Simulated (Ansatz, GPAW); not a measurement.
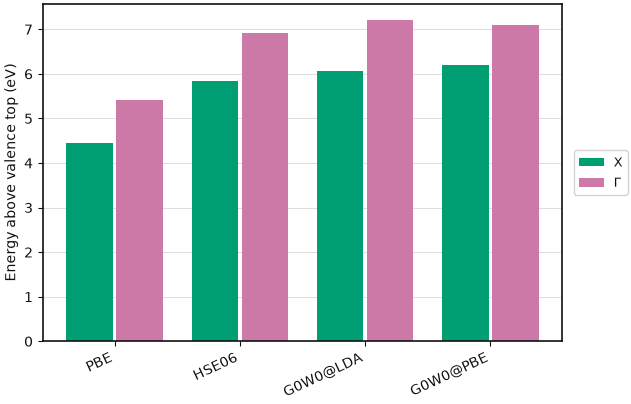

Lowest conduction level at each named k point, counted from the valence-band top at Γ, by several methods on one cell of rocksalt AlN, space group Fm-3m (No. 225), 2 atoms in the primitive cell; cubic a = 4.069 Å. All runs are without spin-orbit coupling and carry no moments.

How do the methods rank at X?

Answer. From low to high: PBE 4.44, HSE06 5.84, G0W0@LDA 6.06, G0W0@PBE 6.20 eV. Too close to rank are G0W0@LDA against G0W0@PBE (different potentials, meshes, cutoffs and GW settings).

Do the methods agree on which of these conduction levels is lowest?

Answer. Yes: all put it at X.

| method | program | X (eV) | Γ (eV) |
| --- | --- | --- | --- |
| PBE | Ansatz (PAW made for the crystal) | 4.44 | 5.41 |
| HSE06 | Ansatz | 5.84 | 6.91 |
| G0W0@LDA | GPAW | 6.06 | 7.21 |
| G0W0@PBE | GPAW | 6.20 | 7.10 |

Settings. PBE: PAW data sets made for the crystal, 8×8×8 k mesh, Fermi-Dirac smearing of 0.05 eV (Ansatz). HSE06: Ansatz PAW, 8×8×8 k mesh, 420 eV cutoff, Fermi-Dirac smearing of 0.05 eV (Ansatz 0.2.0). G0W0@LDA: LDA, the program's PAW data sets (release 1.2.1) made for this functional, 6×6×6 k mesh, 650 eV cutoff, Fermi-Dirac smearing of 0.001 eV (GPAW), G0W0 with response cutoff 100 eV, frequency model plasmon pole and response bands 38, extrapolated in the response cutoff. G0W0@PBE: PBE, GPAW PAW data sets (gpaw-data 1.2.1), 8×8×8 k mesh, 600 eV cutoff, Fermi-Dirac smearing of 0.001 eV (GPAW), G0W0 with response cutoff 250 eV, frequency model plasmon pole and response bands 151, extrapolated in the response cutoff.

These are four of the 19 methods that were run on this cell. The runs come from different programs and meshes, which adds differences of its own. The usual form of AlN is wurtzite. G0W0@LDA and G0W0@PBE: the quasiparticle gap is taken among the few k points that were corrected. G0W0@LDA and G0W0@PBE: the long-wavelength limit can be off by a per cent or two. LDA, GGA and most meta-GGA functionals understate gaps. HSE06: the PAW data sets were made with another functional. G0W0@LDA: the k mesh is coarse, so the values aren't converged. G0W0@PBE: the k mesh is thin for GW. The GW runs differ in bands or cutoffs.
